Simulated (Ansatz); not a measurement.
## Single-point calculation, with input and output: Ga22Al10As32

The run: single-point calculation of Ga22Al10As32 (64 atoms in the cell). Method and program: DFT, r2SCAN, PAW, plane waves (Ansatz 0.2.0).

The structure was built on a prototype by a generator; it need not be a known phase.

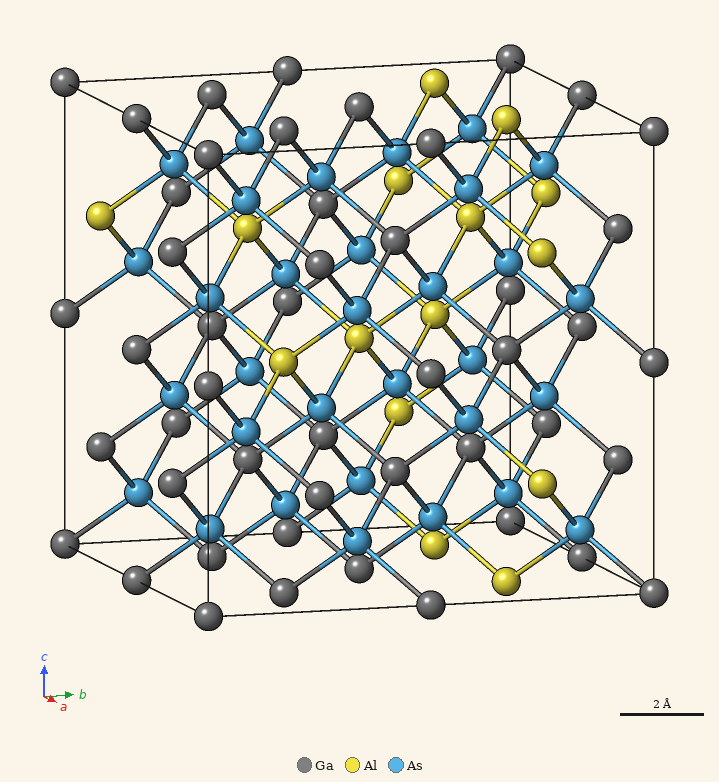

Figure 1. The structure as given in the input (ball-and-stick view of the cell of the calculation, seen slightly off an axis).

Summary:

| quantity | value |
| --- | --- |
| outcome | converged |
| space group (tolerance 0.01 Å) | P1 (1) |
| electrons treated | 796 |
| free energy | −244484.0070 eV |
| Fermi energy | 8.045 eV |
| largest force (length of the vector) | 0.062 eV/Å |
| hardware | 1 × NVIDIA GB300 Max-Q, 32 threads of Arm Neoverse-V2, 180 GiB of memory available, shared host |
| wall time | 5.8 s (CPU time 26 s) |
| peak memory | 4.2 GiB |

Notes:

The k-point mesh is coarse for a cell of this size, so the results may not be converged.

Input file:
```yaml
crystal:
  lattice:
    - [11.328888, 0.000000, 0.000000]
    - [0.000000, 11.328888, 0.000000]
    - [0.000000, 0.000000, 11.328888]
  atoms:
    - { symbol: Ga, position: [0.999857, 0.000648, 0.000733] }
    - { symbol: Ga, position: [0.000010, 0.000665, 0.499972] }
    - { symbol: Ga, position: [0.000356, 0.499758, 0.000517] }
    - { symbol: Ga, position: [0.000219, 0.500031, 0.501045] }
    - { symbol: Ga, position: [0.500158, 0.000271, 0.000696] }
    - { symbol: Ga, position: [0.500414, 0.000218, 0.500235] }
    - { symbol: Ga, position: [0.500479, 0.499736, 0.000794] }
    - { symbol: Ga, position: [0.249850, 0.250229, 0.000457] }
    - { symbol: Ga, position: [0.249496, 0.250532, 0.500348] }
    - { symbol: Ga, position: [0.749949, 0.250479, 0.000387] }
    - { symbol: Ga, position: [0.749887, 0.750556, 0.500322] }
    - { symbol: Ga, position: [0.250563, 0.000579, 0.250502] }
    - { symbol: Ga, position: [0.250481, 0.500016, 0.250367] }
    - { symbol: Ga, position: [0.250162, 0.499907, 0.750878] }
    - { symbol: Ga, position: [0.750224, 0.000166, 0.250152] }
    - { symbol: Ga, position: [0.750310, 0.000199, 0.750717] }
    - { symbol: Ga, position: [0.750442, 0.500176, 0.250607] }
    - { symbol: Ga, position: [0.750361, 0.499944, 0.750727] }
    - { symbol: Ga, position: [0.000237, 0.250210, 0.250162] }
    - { symbol: Ga, position: [0.999757, 0.250568, 0.750207] }
    - { symbol: Ga, position: [0.499846, 0.249997, 0.249786] }
    - { symbol: Ga, position: [0.500032, 0.750505, 0.249999] }
    - { symbol: Al, position: [0.500237, 0.499884, 0.499678] }
    - { symbol: Al, position: [0.249377, 0.749706, 0.000058] }
    - { symbol: Al, position: [0.249619, 0.750472, 0.499125] }
    - { symbol: Al, position: [0.749654, 0.249663, 0.499812] }
    - { symbol: Al, position: [0.748850, 0.750017, 0.999393] }
    - { symbol: Al, position: [0.249221, 0.999864, 0.750391] }
    - { symbol: Al, position: [0.998964, 0.750437, 0.249746] }
    - { symbol: Al, position: [0.999430, 0.749481, 0.749926] }
    - { symbol: Al, position: [0.499040, 0.249349, 0.750492] }
    - { symbol: Al, position: [0.499479, 0.750081, 0.749144] }
    - { symbol: As, position: [0.125189, 0.125304, 0.125398] }
    - { symbol: As, position: [0.124687, 0.125596, 0.625212] }
    - { symbol: As, position: [0.125071, 0.624887, 0.125943] }
    - { symbol: As, position: [0.125874, 0.625201, 0.625442] }
    - { symbol: As, position: [0.625018, 0.125083, 0.125269] }
    - { symbol: As, position: [0.625243, 0.124984, 0.625757] }
    - { symbol: As, position: [0.625057, 0.625106, 0.125854] }
    - { symbol: As, position: [0.625468, 0.624873, 0.625146] }
    - { symbol: As, position: [0.374816, 0.374832, 0.125106] }
    - { symbol: As, position: [0.374928, 0.375362, 0.625405] }
    - { symbol: As, position: [0.374710, 0.874937, 0.124991] }
    - { symbol: As, position: [0.374446, 0.875404, 0.624527] }
    - { symbol: As, position: [0.875101, 0.375057, 0.125259] }
    - { symbol: As, position: [0.874626, 0.374877, 0.625083] }
    - { symbol: As, position: [0.873980, 0.875067, 0.124316] }
    - { symbol: As, position: [0.874947, 0.875549, 0.625061] }
    - { symbol: As, position: [0.375131, 0.125578, 0.375583] }
    - { symbol: As, position: [0.374269, 0.124679, 0.875796] }
    - { symbol: As, position: [0.375487, 0.625599, 0.375089] }
    - { symbol: As, position: [0.375613, 0.625070, 0.875758] }
    - { symbol: As, position: [0.875250, 0.125283, 0.374859] }
    - { symbol: As, position: [0.875022, 0.125484, 0.875399] }
    - { symbol: As, position: [0.875205, 0.625263, 0.375983] }
    - { symbol: As, position: [0.875036, 0.624785, 0.875673] }
    - { symbol: As, position: [0.124912, 0.375325, 0.375196] }
    - { symbol: As, position: [0.124863, 0.374846, 0.875229] }
    - { symbol: As, position: [0.124402, 0.875508, 0.374569] }
    - { symbol: As, position: [0.123964, 0.874922, 0.875359] }
    - { symbol: As, position: [0.625200, 0.374931, 0.374627] }
    - { symbol: As, position: [0.624662, 0.374692, 0.874914] }
    - { symbol: As, position: [0.624920, 0.875098, 0.374981] }
    - { symbol: As, position: [0.624096, 0.875131, 0.874549] }
kpoints:
  mp_grid: { grid: [1, 1, 1] }
hamiltonian:
  xc: r2scan
scf:
  occupations: { method: fermi_dirac, width: 0.01 }
output:
  forces: true
  eigenvalues: true
  populations: true
  eigenstates: { kpoints: [[0, 0, 0]], e_range: [-6.0, 6.0], localisation: true }
```

Command:
```bash
ansatz run in.yaml --threads 32 --pin off --max-ram 171000MiB --runs-dir r --events-out ev --progress --plain --backend cuda --devices 0,
```

What the program printed:
```
Pseudopotentials: kind: paw
Functional definition: r2SCAN
  parameter k0 = 0.174
  parameter k1 = 0.065
  parameter a1 = 4.9479
  exchange = r2scan_x(k0 = k0, k1 = k1, a1 = a1)
  correlation = r2scan_c
Crystal: 64 atoms, lattice volume = 1453.991 Å³
Basis set: ecut = 500 eV, 37073 PW (Γ), exchange–correlation on 360×360×360 points (64 copies of the dense FFT grid, shifted against one another)
Bands: 478, of which v1, the nominal top of the filled ones, is band 398 counted from 1 (397 counted from 0)
Symmetry: 1 space group operations
Space group: P1 (ITA 1), of the structure as read, at distance tolerance 1.1e-4 Å
k-points: 1
Non-local potential: Ga, projectors of the file, l = 0: 2, l = 1: 2, l = 2: 3, l = 3: 1
Non-local potential: Al, projectors of the file, l = 0: 2, l = 1: 2, l = 2: 1
Non-local potential: As, projectors of the file, l = 0: 2, l = 1: 2, l = 2: 3, l = 3: 1
PAW form: soft (Blöchl's): semilocal exchange-correlation on the pseudo side does not see the compensation charge
PAW frozen core: Ga, regenerated for the run's functional (the file was generated under x = pbe(κ = 0.804, μ = 0.2195149727645171), c = pbe(β = 0.06672455060314922))
PAW frozen core: Al, regenerated for the run's functional (the file was generated under x = pbe(κ = 0.804, μ = 0.2195149727645171), c = pbe(β = 0.06672455060314922))
PAW frozen core: As, regenerated for the run's functional (the file was generated under x = pbe(κ = 0.804, μ = 0.2195149727645171), c = pbe(β = 0.06672455060314922))
PAW one-centre angular grid: Ga, 590 points (default); XC on 160 Gauss nodes
PAW one-centre angular grid: Al, 302 points (default); XC on 160 Gauss nodes
PAW one-centre angular grid: As, 590 points (default); XC on 160 Gauss nodes
Initial density: superposition of atomic densities (neutral atoms: chi_scale 0, normalization atom), corrected by the library's trained network
Initial wavefunctions: pseudopotential atomic-orbital guess
Functional: x = r2scan, c = r2scan; τ floored in thin density (d = 2e-4 eV/Å³)
SCF iter   1: F=—  HF=-244483.532807 eV  |F-HF|=—  |Δ(HF+E_count)|=         —  Δρ=8.16e-3  dr2=6.05e-1  dr2_τ=2.10e-1  ethr=1.77e-3  ⟨swp⟩=7.0  Hψ=1595  notcnv=0  defer=46
preconditioner: auto → Resta (q_TF=auto, 2.468 Å⁻¹)  ε∞=3.2  [insulator: Δε(μ)=1.300 eV  Ē_g=14.214 eV  σ=0.010 eV  W_gap=1.00  n_scr=364 (ndim 8)  ℏωp=21.2 eV  f_vac=0.056  D(μ)=0.00/eV (n_scr^D=0)  ε∞_Penn≈3.2]
SCF iter   2: F=—  HF=-244484.008551 eV  |F-HF|=—  |Δ(HF+E_count)|=   4.76e-1  Δρ=2.99e-3  dr2=1.19e-1  dr2_τ=1.43e-3  ethr=7.60e-5  ⟨swp⟩=3.0  Hψ=965  notcnv=0  defer=71
SCF iter   3: F=—  HF=-244484.004345 eV  |F-HF|=—  |Δ(HF+E_count)|=   4.21e-3  Δρ=2.05e-3  dr2=4.06e-2  dr2_τ=3.27e-4  ethr=1.50e-5  ⟨swp⟩=2.0  Hψ=654  notcnv=0  defer=71
SCF iter   4: F=—  HF=-244484.006984 eV  |F-HF|=—  |Δ(HF+E_count)|=   2.64e-3  Δρ=2.96e-4  dr2=8.75e-4  dr2_τ=3.34e-5  ethr=5.10e-6  ⟨swp⟩=2.0  Hψ=650  notcnv=0  defer=71
SCF iter   5: F=—  HF=-244484.003837 eV  |F-HF|=—  |Δ(HF+E_count)|=   3.15e-3  Δρ=1.53e-4  dr2=2.28e-4  dr2_τ=5.28e-6  ethr=1.10e-7  ⟨swp⟩=2.0  Hψ=805  notcnv=0  defer=71
SCF iter   6: F=—  HF=-244484.004018 eV  |F-HF|=—  |Δ(HF+E_count)|=   1.81e-4  Δρ=4.08e-5  dr2=3.34e-5  dr2_τ=3.35e-7  ethr=2.86e-8  ⟨swp⟩=2.0  Hψ=641  notcnv=0  defer=71
SCF iter   7: F=—  HF=-244484.007021 eV  |F-HF|=—  |Δ(HF+E_count)|=   3.00e-3  Δρ=1.12e-5  dr2=2.98e-6  dr2_τ=1.43e-8  ethr=4.19e-9  ⟨swp⟩=2.0  Hψ=535  notcnv=0  defer=71
SCF iter   8: F=—  HF=-244484.007022 eV  |F-HF|=—  |Δ(HF+E_count)|=   9.80e-7  Δρ=3.73e-6  dr2=4.99e-7  dr2_τ=4.01e-9  ethr=3.75e-10  ⟨swp⟩=2.0  Hψ=805  notcnv=0  defer=71
SCF iter   9: F=-244484.007022 eV  HF=-244484.007022 eV  |F-HF|=2.51e-8  |Δ(HF+E_count)|=   7.90e-8  Δρ=1.86e-6  dr2=6.11e-8  dr2_τ=4.35e-10  ethr=1.26e-11  ⟨swp⟩=14.0  Hψ=2915  notcnv=0
SCF 1 converged in 9 iterations: F = -244484.007022 eV  dr2 = 6.11e-8
  greatest PAW one-centre occupation: 0.999 electrons in one spin orbital (limit 2), on the As atom at site 62 (counted from 0), in its partial waves of l = 2
```

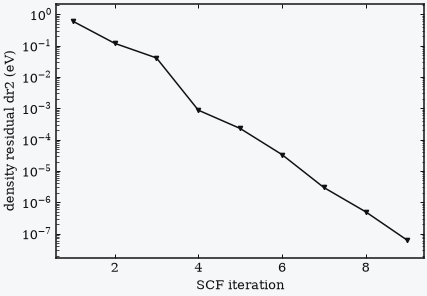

Figure 2. Convergence of the self-consistent field: density residual dr2 against the SCF iteration. The residual falls at every step.

```
NSCF: frozen V_eff on 1 k-points
SCF converged after 9 iterations
Free energy (F): -244484.007022 eV
Harris-Foulkes:  -244484.007022 eV  (|F-HF|=2.51e-8)
Internal energy: -244484.007022 eV  (E = F + TS)
E sigma→0 (E₀):  -244484.007022 eV
Fermi energy:    8.044539 eV
--- Per-component energies (eV) ---
  E_band       = -10144.987972
  E_kinetic    = 6090.222151
  E_local      = -113660.737385  (includes V_loc(G=0)·N_el)
  E_nonlocal   = -11933.561667
  E_hartree    = 57928.936326
  E_xc         = -4115.966740
  E_vxc        = -4319.435706  (∫ρ·V_xc dr)
  E_paw        = -107976.232229  (= ΣΔE_a)
  E_vpaw       = -2398.837829  (= ΣTr[D̂ρ^β])
  E_aug_tail   = -0.001039  (compensation charges beyond the density's cutoff)
  E_vtau       = 219.507246  (kinetic-family band-sum trace: ∫τ·v_τ [+ j·A + Jᵃ·Aᵃ] dr)
  E_ewald      = -70755.060773
  E_core_change = -61.605665  (= ΣΔE_core)
  E_smearing   = -0.000000  (= −TS)
  E_closure    = 0.000000  (closes the sum)
  Σ components = -244484.007022   (vs F -244484.007022, Δ=0.00e0)
--- Forces (eV/Å), atoms counted from 1 ---
  atom   1  Ga    -0.02138960    -0.00188775    -0.00786334
  atom   2  Ga    -0.00742044     0.00642578    -0.01622320
  atom   3  Ga    -0.00202687    -0.00039795     0.00452774
  atom   4  Ga     0.00558993    -0.00264707    -0.00107165
  atom   5  Ga    -0.02492852    -0.00619087    -0.01376272
  atom   6  Ga    -0.00498407     0.00698134    -0.00191127
  atom   7  Ga     0.00053052    -0.00711335     0.00206585
  atom   8  Ga    -0.01027366    -0.01462735    -0.01061775
  atom   9  Ga     0.00848728     0.00596442    -0.00127169
  atom  10  Ga    -0.01372929    -0.00949611    -0.00581663
  atom  11  Ga    -0.00247703    -0.01866667     0.00184615
  atom  12  Ga    -0.01745538    -0.00905716    -0.00947106
  atom  13  Ga     0.00256582     0.00169434     0.00967926
  atom  14  Ga     0.00644729     0.00067149     0.00055250
  atom  15  Ga    -0.00301555     0.00735552    -0.00414976
  atom  16  Ga    -0.02324129    -0.01053834    -0.01565078
  atom  17  Ga    -0.00571985     0.00125750    -0.00377166
  atom  18  Ga     0.00339736    -0.00728569    -0.01012097
  atom  19  Ga    -0.00290260    -0.00623476    -0.00578051
  atom  20  Ga    -0.00873667    -0.00740557    -0.01873185
  atom  21  Ga     0.01071509     0.00691291     0.00815076
  atom  22  Ga    -0.01722917    -0.01438062    -0.00521449
  atom  23  Al     0.00954284     0.01791143    -0.00090595
  atom  24  Al     0.00418972    -0.00461676     0.01579905
  atom  25  Al     0.02091878     0.00994056     0.00978439
  atom  26  Al     0.02057422     0.00083333    -0.00473634
  atom  27  Al     0.02076637     0.00941745     0.02264166
  atom  28  Al     0.01335301     0.01409412     0.00541351
  atom  29  Al     0.02951957     0.00756998     0.01212274
  atom  30  Al     0.01274009     0.00795565     0.01556910
  atom  31  Al     0.00916873     0.00587544     0.01013071
  atom  32  Al     0.02743725     0.00223317     0.00777038
  atom  33  As     0.01118633     0.02222013     0.00783971
  atom  34  As     0.01064515    -0.02441134     0.02691406
  atom  35  As    -0.02592546     0.03731062    -0.03233409
  atom  36  As    -0.03893513     0.04216628    -0.01181198
  atom  37  As     0.00585651     0.01277293     0.00374532
  atom  38  As    -0.01651887     0.04481061    -0.02534610
  atom  39  As     0.02339297     0.02855235    -0.04553826
  atom  40  As    -0.05355697     0.02035649     0.00973443
  atom  41  As    -0.00111271     0.00335114     0.00684829
  atom  42  As     0.02696911    -0.03312442    -0.01771523
  atom  43  As     0.01504402     0.00085131     0.00581529
  atom  44  As    -0.03179116    -0.04666976     0.02095417
  atom  45  As     0.01054027     0.00574536     0.00800130
  atom  46  As    -0.01102500    -0.01411862     0.00337612
  atom  47  As     0.01175805    -0.04304278     0.01565065
  atom  48  As     0.02444449    -0.03850643     0.01564387
  atom  49  As     0.00890380     0.00587120     0.00214860
  atom  50  As     0.01649188     0.01590004    -0.03212621
  atom  51  As    -0.03339839    -0.01167261     0.02244953
  atom  52  As    -0.02877795     0.03487238    -0.03204003
  atom  53  As    -0.03135820     0.01253659     0.02974436
  atom  54  As     0.01733679     0.01359622     0.01264044
  atom  55  As     0.00545583     0.03026707    -0.03231504
  atom  56  As    -0.01499746     0.03631005    -0.01492241
  atom  57  As     0.00709571    -0.00263017     0.00014623
  atom  58  As     0.01176882     0.00535538     0.01653591
  atom  59  As     0.00812595    -0.04865868     0.01511203
  atom  60  As     0.03360288    -0.03550789    -0.03530616
  atom  61  As    -0.02795244    -0.03502113     0.04270418
  atom  62  As    -0.00325387    -0.00314469     0.00801629
  atom  63  As     0.01182482     0.00878972     0.00447635
  atom  64  As     0.01774612    -0.03767458     0.01197868
  max |Σ_I F_I| component: 2.47e-6 eV/Å
--- Band table (eV) ---
  k-point 0: bands = ["-28.2188", "-28.2181", "-28.2175", "-28.2157", "-28.2155", "-28.2154", "-28.2149", "-28.2143", "-28.2141", "-28.2137", ... 268 levels left out ..., "-3.9901", "-3.9887", "-3.9800", "-3.9530", "-3.9430", "-3.9375", "-3.9217", "-3.8924", "-3.8720", "-3.8232", "-3.8182", "-3.8048", "-3.7954", "-3.7420", "-3.7342", "-3.1046", "-3.0997", "-3.0989", "-3.0565", "-3.0500", "-3.0378", "-3.0355", "-3.0235", "-3.0153", "0.5676", "0.6711", "0.7073", "0.7215", "0.7241",
      "0.7635", "0.8175", "0.9049", "0.9680", "1.0184", "1.2402", "1.2504", "1.4611", "1.7171", "1.7255", "1.7330", "1.7434", "1.8732", "2.0041", "2.0575", "2.0794", "2.1883", "2.2276", "2.3866", "2.4250", "3.3414", "3.4809", "3.5373", "3.5775", "3.6742", "3.8124", "3.8334", "3.8453", "3.8467", "3.8537", "3.8569", "3.8812", "4.0487", "4.0504", "4.0569", "4.0602", "4.0635", "4.0683", "4.0952", "4.1020",
      "4.1068", "4.1075", "4.1082", "4.1104", "4.1128", "4.1136", "4.1203", "4.1215", "4.1332", "4.1468", "4.7556", "4.7592", "4.7598", "4.7599", "4.7609", "4.7653", "5.6719", "5.6803", "5.7045", "5.7273", "5.7303", "5.7331", "5.7367", "5.7381", "5.7495", "5.7596", "5.7840", "5.7850", "6.1705", "6.1760", "6.1835", "6.1849", "6.1984", "6.2021", "6.2064", "6.2166", "6.2220", "6.2226", "6.2362", "6.2390",
      "6.2715", "6.2763", "6.2785", "6.2808", "6.3036", "6.3045", "6.3058", "6.3061", "7.3546", "7.3607", "7.3625", "8.7183", "8.8614", "8.9276", "9.1053", "9.1115", "9.1165", "9.1769", "9.2203", "9.3011", "9.5096", "9.6625", "9.7365", "9.7876", "9.8007", "9.8465", "9.8986", "9.9841", "10.4894", "10.4959", "10.5147", "10.5272", "10.5798", "10.5951", "10.7306", "10.7473", "10.7476", "10.7732", "10.9745", "10.9909",
      "11.1003", "11.1338", "11.1747", "11.2195", "11.3005", "11.3935", "11.5889", "11.5891", "11.5908", "12.1508", "12.1997", "12.2214", "12.2569", "12.2790", "12.2964", "12.3037", "12.3197", "12.3350", "12.3597", "12.4044", "12.4239", "12.4378", "12.4456", "12.5152", "12.5635", "12.6950", "12.7389", "12.8867", "13.0488", "13.3210", "13.3387", "13.3415", "13.3482", "13.3562", "13.3670", "13.3992", "13.4082", "13.4161", "13.4328", "13.4485",
      "13.4546", "13.4741", "13.4827", "13.4883", "13.4902", "13.5018", "13.5035", "13.5104", "13.5171", "13.5340", "13.5417"]
--- Löwdin populations: 64 sites ---
  site symbol       q [e]
     0     Ga     12.8751
     1     Ga     12.8760
     2     Ga     12.8772
     3     Ga     12.8769
     4     Ga     12.8759
     5     Ga     12.8759
     6     Ga     12.8768
     7     Ga     12.8806
     8     Ga     12.8787
     9     Ga     12.8810
    10     Ga     12.8780
    11     Ga     12.8781
    12     Ga     12.8772
    13     Ga     12.8743
    14     Ga     12.8787
    15     Ga     12.8755
    16     Ga     12.8765
    17     Ga     12.8747
    18     Ga     12.8812
    19     Ga     12.8804
    20     Ga     12.8802
    21     Ga     12.8780
    22     Al      2.5261
    23     Al      2.5264
    24     Al      2.5261
    25     Al      2.5287
    26     Al      2.5283
    27     Al      2.5256
    28     Al      2.5279
    29     Al      2.5271
    30     Al      2.5275
    31     Al      2.5262
    32     As     15.0716
    33     As     15.1624
    34     As     15.2536
    35     As     15.2532
    36     As     15.0715
    37     As     15.2538
    38     As     15.1626
    39     As     15.2536
    40     As     15.0705
    41     As     15.2542
    42     As     15.1627
    43     As     15.3431
    44     As     15.0722
    45     As     15.1617
    46     As     15.2531
    47     As     15.1626
    48     As     15.0727
    49     As     15.2533
    50     As     15.2527
    51     As     15.2544
    52     As     15.1620
    53     As     15.0724
    54     As     15.1639
    55     As     15.2524
    56     As     15.0721
    57     As     15.0705
    58     As     15.2535
    59     As     15.3445
    60     As     15.2541
    61     As     15.1630
    62     As     15.0712
    63     As     15.2531
  spilling = 0.001878 (of n_electrons = 796.000000)
```
